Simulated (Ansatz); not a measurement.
```
Li Ta O
1.0
     4.06792    0.00000    0.00000
     0.00000    4.06792    0.00000
     0.00000    0.00000    8.31825
Li Ta O
6 2 8
Direct
  0.00000 0.00000 0.50000
  0.50000 0.50000 0.00000
  0.50000 0.00000 0.25000
  0.00000 0.50000 0.75000
  0.00000 0.50000 0.25000
  0.50000 0.00000 0.75000
  0.00000 0.00000 0.00000
  0.50000 0.50000 0.50000
  0.50000 0.00000 0.00000
  0.00000 0.50000 0.50000
  0.00000 0.00000 0.76946
  0.50000 0.50000 0.26946
  0.00000 0.50000 0.00000
  0.50000 0.00000 0.50000
  0.00000 0.00000 0.23054
  0.50000 0.50000 0.73054
```

Space group I4/mmm; a structure from a database of computed crystals, not necessarily the ambient phase; changed on purpose from its base cell (volume × 0.97, shape and atoms relaxed); computed pressure about 3 GPa in this cell.

These are results of DFT PBEsol, scalar-relativistic, plane waves, PAW (Ansatz 0.2.0), not measurements.

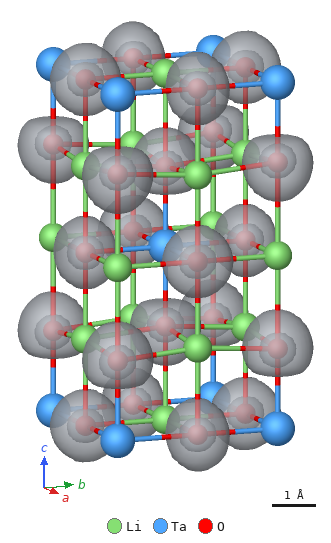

Li3TaO4. Isosurface of the ELF at 0.75 (grey), seen slightly off an axis. Core shells and regions of very low density are left out. Sticks mark near contacts.

Core electrons are frozen (PAW), and the valence fields are smoothed inside the atomic spheres.

### Identify the bonds, lone pairs and shells in this picture.

At this value the surface marks out eight regions wrapped around O (the valence shell of each), counted in one cell of 16 atoms. Regions shared between cells count once. Along the contacts the grid gives the following. Ta–O (1.92 Å): the ELF peaks at about 0.80 in the valence shell of O, 0.6 Å from its nucleus, and drops to about 0.25 between the two atoms; no shared electron pair shows on this line. Li–O (2.03 Å): the ELF peaks at about 0.80 in the valence shell of O, 0.6 Å from its nucleus, and falls to about 0.05 next to Li: an ionic contact with no shared pair.

### Does the calculation give a band gap?

It is gapped, with a Kohn–Sham gap of 1.5 eV on the k-point mesh (the band edges may lie off the mesh, which would make the gap smaller).
